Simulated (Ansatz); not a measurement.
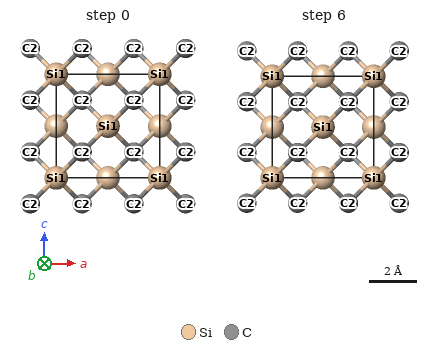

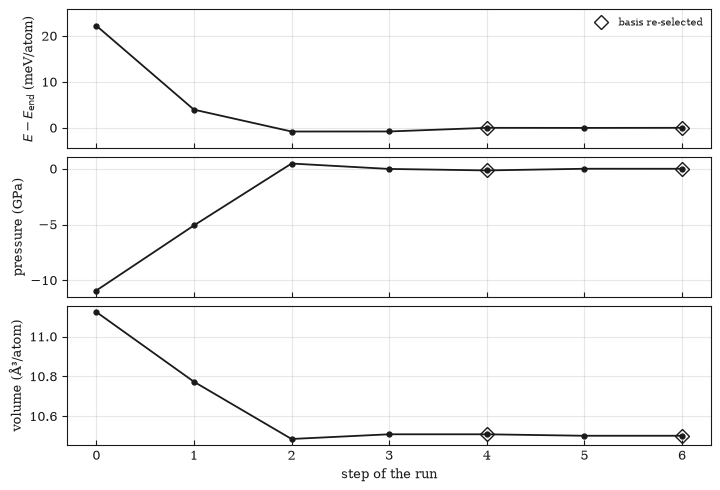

First and last geometry of a relaxation of a crystal of SiC (a generated structure, set up in F-43m), with the history of the run. A ball-and-stick model of the conventional cell (4 times the calculation's cell), seen along the b axis. Lengths and directions refer to the drawn axes.

Case: cell and atoms relaxed from a first guess.

Level of theory: Ansatz, DFT, PBE, PAW with Ansatz's default frozen-core files, scalar-relativistic.

Input file:
```yaml
crystal:
  lattice:
    - [0.0, 2.2322827293, 2.2322827293]
    - [2.2322827293, 0.0, 2.2322827293]
    - [2.2322827293, 2.2322827293, 0.0]
  atoms:
    - { symbol: Si, position: [0.0, 0.0, 0.0] }
    - { symbol: C, position: [0.25, 0.25, 0.25] }
kpoints:
  mp_grid: { grid: [16, 16, 16] }
scf:
  occupations: { method: fermi_dirac, width: 0.08 }
hamiltonian:
  xc: pbe
  pseudopotentials: { kind: paw }
output:
  forces: true
  stress: true
relax:
  f_tol: 0.005
  max_steps: 80
  cell: {}
```

Did the run converge, and what did it change?

It converged. The atoms keep their places relative to the cell (all moves are under 0.005 Å). The drawn cell changes as follows: a = b = c 4.465 → 4.380 Å (−1.9 %); the volume changes by −5.6 %. Some distances before and after: Si1–C2 1.933 → 1.896 Å. The space group stays F-43m (No. 216). After 4 accepted moves (6 points after the start) the energy has fallen by 22.2 meV per atom. All forces vanish by symmetry, so only the cell relaxes. Pressure: −10.92 GPa at the start and 0.00 GPa at the end. At 2 points the geometry stayed and the basis and grid were re-selected for the new cell (energy shift of 0.8 meV per atom at most each time).

| step | E − E(0), meV/atom | pressure, GPa | volume, Å³/atom | note |
| --- | --- | --- | --- | --- |
| 0 | 0.00 | -10.92 | 11.124 |  |
| 1 | -18.28 | -5.08 | 10.773 |  |
| 2 | -23.04 | 0.47 | 10.485 |  |
| 3 | -23.03 | -0.02 | 10.509 |  |
| 4 | -22.24 | -0.15 | 10.509 | same geometry, new basis |
| 5 | -22.25 | 0.00 | 10.502 |  |
| 6 | -22.23 | 0.00 | 10.502 | same geometry, new basis |
